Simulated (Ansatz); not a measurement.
# What a change does: single-point calculation on TiPbO$_{3}$

System: TiPbO$_{3}$ (P4mm, 5 atoms in the cell).
Method of the first run: DFT PBE, scalar-relativistic, plane waves, PAW, no spin polarisation (Ansatz 0.2.0).

The structure derives from an entry of the Crystallography Open Database. Text and figures count atoms from 1; the logs count them from 0 in places.

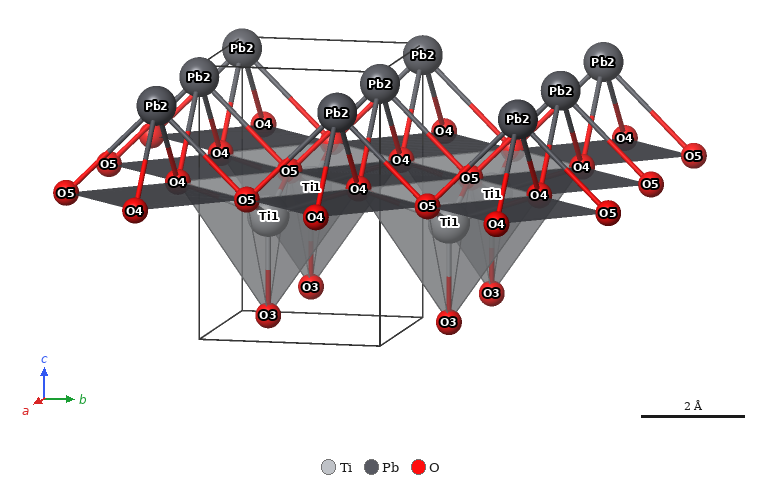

**Figure 1.** The structure as given in the input (polyhedral view of the cell of the calculation, repeated 2 × 2 × 1, seen slightly off an axis; polyhedra are completed across the faces of the cell; atoms are numbered from 1 in the order of the input).

**Input, the first run**
```yaml
crystal:
  lattice:
    - [3.6129803683, 0.0, 0.0]
    - [0.0, 3.6129803683, 0.0]
    - [0.0, 0.0, 5.3966016602]
  atoms:
    - { symbol: Ti, position: [0.5, 0.5, 0.5163978128] }
    - { symbol: Pb, position: [0.0, 0.0, 0.9575124278] }
    - { symbol: O, position: [0.5, 0.5, 0.1522907012] }
    - { symbol: O, position: [0.5, 0.0, 0.6274995291] }
    - { symbol: O, position: [0.0, 0.5, 0.6274995291] }
basis:
  ecutwfc: 420
kpoints:
  mp_grid: { grid: [8, 8, 6] }
hamiltonian:
  xc: pbe
scf:
  occupations: { method: gaussian, width: 0.05 }
output:
  forces: true
  stress: true
  eigenvalues: true
```

Command:
```bash
ansatz run input.yaml --threads 1 --pin off --max-ram 2560MiB --backend cpu --events-out ev --progress --plain --runs-dir out
```

Hardware: 1 thread of AMD EPYC (Zen 3), 32 GiB of memory available, shared host.

**Output, shortened to warnings, some set-up lines, iterations and results (the first run)**
```
Basis set: ecut = 420 eV, 1387 PW (Γ), exchange–correlation on 50×50×80 points (8 copies of the dense FFT grid, shifted against one another)
Symmetry: 8 space group operations
k-points: 60 of 384 (time reversal used)
Initial density: superposition of atomic densities (neutral atoms: chi_scale 0, normalization atom), corrected by the library's trained network
[...]
SCF iter   1: F=—  HF=-16111.971288 eV  |F-HF|=—  |Δ(HF+E_count)|=         —  Δρ=2.89e-3  dr2=4.74e-3  ethr=1.77e-3  ⟨swp⟩=6.0  Hψ=7622  notcnv=0
SCF iter   2: F=—  HF=-16111.971245 eV  |F-HF|=—  |Δ(HF+E_count)|=   4.24e-5  Δρ=1.53e-3  dr2=1.19e-3  ethr=1.08e-5  ⟨swp⟩=2.2  Hψ=2910  notcnv=0  defer=1
SCF iter   3: F=—  HF=-16111.971634 eV  |F-HF|=—  |Δ(HF+E_count)|=   3.89e-4  Δρ=7.67e-4  dr2=4.93e-4  ethr=2.71e-6  ⟨swp⟩=2.0  Hψ=2504  notcnv=0
SCF iter   4: F=—  HF=-16111.971593 eV  |F-HF|=—  |Δ(HF+E_count)|=   4.11e-5  Δρ=2.93e-4  dr2=5.86e-5  ethr=1.12e-6  ⟨swp⟩=2.0  Hψ=2500  notcnv=0
SCF iter   5: F=—  HF=-16111.971645 eV  |F-HF|=—  |Δ(HF+E_count)|=   5.25e-5  Δρ=1.14e-4  dr2=9.32e-6  ethr=1.33e-7  ⟨swp⟩=2.1  Hψ=2110  notcnv=0
SCF iter   6: F=—  HF=-16111.971649 eV  |F-HF|=—  |Δ(HF+E_count)|=   4.05e-6  Δρ=7.41e-5  dr2=4.10e-6  ethr=2.12e-8  ⟨swp⟩=2.0  Hψ=2640  notcnv=0
SCF iter   7: F=—  HF=-16111.971650 eV  |F-HF|=—  |Δ(HF+E_count)|=   1.65e-7  Δρ=1.72e-5  dr2=2.09e-7  ethr=9.32e-9  ⟨swp⟩=2.0  Hψ=2078  notcnv=0
SCF iter   8: F=-16111.971650 eV  HF=-16111.971650 eV  |F-HF|=1.95e-8  |Δ(HF+E_count)|=   2.43e-7  Δρ=4.81e-6  dr2=2.03e-8  ethr=2.27e-10  ⟨swp⟩=5.6  Hψ=6022  notcnv=0
SCF 1 converged in 8 iterations: F = -16111.971650 eV  dr2 = 2.03e-8
SCF converged after 8 iterations
Free energy (F): -16111.971650 eV
Harris-Foulkes:  -16111.971650 eV  (|F-HF|=1.95e-8)
Internal energy: -16111.971650 eV  (E = F + TS)
E sigma→0 (E₀):  -16111.971650 eV
Fermi energy:    10.026093 eV
--- Per-component energies (eV) ---
  E_band       = -242.208570
  E_kinetic    = 1084.697186
  E_local      = -3102.417827  (includes V_loc(G=0)·N_el)
  E_nonlocal   = 497.667554
  E_hartree    = 1210.151498
  E_xc         = -541.901414
  E_vxc        = -539.523591  (∫ρ·V_xc dr)
  E_paw        = -11921.439349  (= ΣΔE_a)
  E_vpaw       = -602.941220  (= ΣTr[D̂ρ^β])
  E_aug_tail   = 0.007427  (compensation charges beyond the density's cutoff)
  E_ewald      = -3338.736725
  E_smearing   = -0.000000  (= −TS)
  E_closure    = -0.000000  (closes the sum)
  Σ components = -16111.971650   (vs F -16111.971650, Δ=0.00e0)
--- Forces (eV/Å), atoms counted from 1 ---
  atom   1  Ti    -0.00000000     0.00000000    -2.96527046
  atom   2  Pb     0.00000000     0.00000000     0.45446678
  atom   3  O     -0.00000000     0.00000000     2.12148531
  atom   4  O     -0.00000000     0.00000000     0.19463917
  atom   5  O      0.00000000     0.00000000     0.19463917
  max |Σ_I F_I| component: 4.00e-5 eV/Å
--- Stress (GPa, compression-positive) ---
        9.308595       0.000000       0.000000
        0.000000       9.308595       0.000000
        0.000000       0.000000     -11.029298
  P = ⅓ Tr σ = 2.5293 GPa (25.293 kbar)
```

For the second run the input was changed thus:
```diff
-    - [3.6129803683, 0.0, 0.0]
-    - [0.0, 3.6129803683, 0.0]
-    - [0.0, 0.0, 5.3966016602]
+    - [3.89196512, 0.0, 0.0]
+    - [0.0, 3.89196512, 0.0]
+    - [0.0, 0.0, 4.65065033]
```

How does the second run compare with the first run?

With the same functional and potentials, the second run lies 109.7 meV per atom lower. The gap on the mesh goes from 1.58 to 2.10 eV. The pressure goes from 2.53 to 0.35 GPa. The largest force goes from 2.965 to 1.245 eV/Å. The SCF takes 7 iterations against 8. The plane waves at Γ go from 1387 to 1359.

**Output, shortened to warnings, some set-up lines, iterations and results (the second run)**
```
Basis set: ecut = 420 eV, 1359 PW (Γ), exchange–correlation on 54×54×64 points (8 copies of the dense FFT grid, shifted against one another)
Symmetry: 8 space group operations
k-points: 60 of 384 (time reversal used)
Initial density: superposition of atomic densities (neutral atoms: chi_scale 0, normalization atom), corrected by the library's trained network
[...]
SCF iter   1: F=—  HF=-16112.519690 eV  |F-HF|=—  |Δ(HF+E_count)|=         —  Δρ=2.09e-3  dr2=1.82e-3  ethr=1.77e-3  ⟨swp⟩=6.0  Hψ=7657  notcnv=0
SCF iter   2: F=—  HF=-16112.520017 eV  |F-HF|=—  |Δ(HF+E_count)|=   3.26e-4  Δρ=1.01e-3  dr2=4.15e-4  ethr=4.13e-6  ⟨swp⟩=2.4  Hψ=2958  notcnv=0
SCF iter   3: F=—  HF=-16112.520310 eV  |F-HF|=—  |Δ(HF+E_count)|=   2.93e-4  Δρ=4.87e-4  dr2=1.72e-4  ethr=9.43e-7  ⟨swp⟩=2.0  Hψ=2425  notcnv=0
SCF iter   4: F=—  HF=-16112.520301 eV  |F-HF|=—  |Δ(HF+E_count)|=   9.02e-6  Δρ=2.15e-4  dr2=3.11e-5  ethr=3.91e-7  ⟨swp⟩=2.0  Hψ=2105  notcnv=0
SCF iter   5: F=—  HF=-16112.520276 eV  |F-HF|=—  |Δ(HF+E_count)|=   2.48e-5  Δρ=6.92e-5  dr2=4.54e-6  ethr=7.06e-8  ⟨swp⟩=2.0  Hψ=2294  notcnv=0
SCF iter   6: F=—  HF=-16112.520276 eV  |F-HF|=—  |Δ(HF+E_count)|=   3.55e-7  Δρ=4.62e-5  dr2=1.36e-6  ethr=1.03e-8  ⟨swp⟩=2.0  Hψ=2420  notcnv=0
SCF iter   7: F=-16112.520276 eV  HF=-16112.520276 eV  |F-HF|=5.95e-8  |Δ(HF+E_count)|=   6.98e-8  Δρ=1.14e-5  dr2=9.26e-8  ethr=2.27e-10  ⟨swp⟩=4.1  Hψ=7089  notcnv=0
SCF 1 converged in 7 iterations: F = -16112.520276 eV  dr2 = 9.26e-8
SCF converged after 7 iterations
Free energy (F): -16112.520276 eV
Harris-Foulkes:  -16112.520276 eV  (|F-HF|=5.95e-8)
Internal energy: -16112.520276 eV  (E = F + TS)
E sigma→0 (E₀):  -16112.520276 eV
Fermi energy:    9.753682 eV
--- Per-component energies (eV) ---
  E_band       = -242.379513
  E_kinetic    = 1083.896274
  E_local      = -3021.410795  (includes V_loc(G=0)·N_el)
  E_nonlocal   = 497.969690
  E_hartree    = 1170.093840
  E_xc         = -541.323721
  E_vxc        = -538.772902  (∫ρ·V_xc dr)
  E_paw        = -11922.226304  (= ΣΔE_a)
  E_vpaw       = -604.259787  (= ΣTr[D̂ρ^β])
  E_aug_tail   = 0.007520  (compensation charges beyond the density's cutoff)
  E_ewald      = -3379.526779
  E_smearing   = -0.000000  (= −TS)
  E_closure    = -0.000000  (closes the sum)
  Σ components = -16112.520276   (vs F -16112.520276, Δ=0.00e0)
--- Forces (eV/Å), atoms counted from 1 ---
  atom   1  Ti    -0.00000000     0.00000000     1.24504293
  atom   2  Pb    -0.00000000     0.00000000    -0.08414181
  atom   3  O     -0.00000000     0.00000000    -1.09225284
  atom   4  O     -0.00000000     0.00000000    -0.03444940
  atom   5  O      0.00000000     0.00000000    -0.03444940
  max |Σ_I F_I| component: 2.51e-4 eV/Å
--- Stress (GPa, compression-positive) ---
       -1.718907       0.000000       0.000000
        0.000000      -1.718907       0.000000
        0.000000       0.000000       4.479588
  P = ⅓ Tr σ = 0.3473 GPa (3.473 kbar)
```

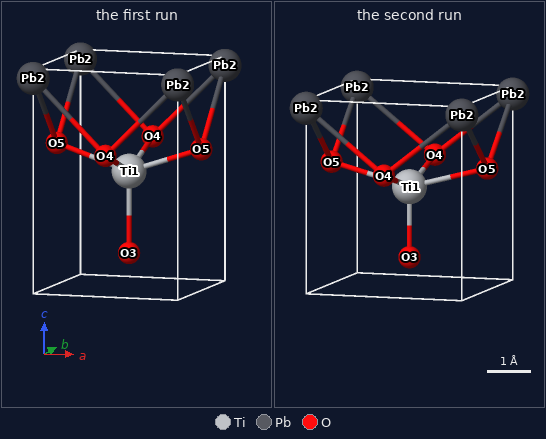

**Figure 2.** The two input geometries at one scale (ball-and-stick view of the cell of the calculation, seen slightly off an axis). No atom moves by more than 0.005 Å relative to the cell. The drawn cell changes at constant volume: a = b 3.613 → 3.892 Å (+7.7 %), c 5.397 → 4.651 Å (−13.8 %). Among the contacts that change: Ti1–O3 1.965 → 1.693 Å, Ti1–O4 1.903 → 2.013 Å, Pb2–O4 2.537 → 2.478 Å.

**The two runs side by side**

| quantity | the first run | the second run |
| --- | --- | --- |
| outcome | converged | converged |
| free energy per atom (eV) | −3222.3943 | −3222.5041 |
| gap on the mesh (eV) | 1.58 | 2.10 |
| pressure (GPa) | 2.53 | 0.35 |
| largest force (eV/Å) | 2.965 | 1.245 |
| SCF iterations | 8 | 7 |
| irreducible k-points | 60 | 60 |
| plane waves at Γ | 1387 | 1359 |
| wall time (shared host) | 10 s | 9.9 s |

For both runs: Spin–orbit coupling is left out, which matters for Pb.
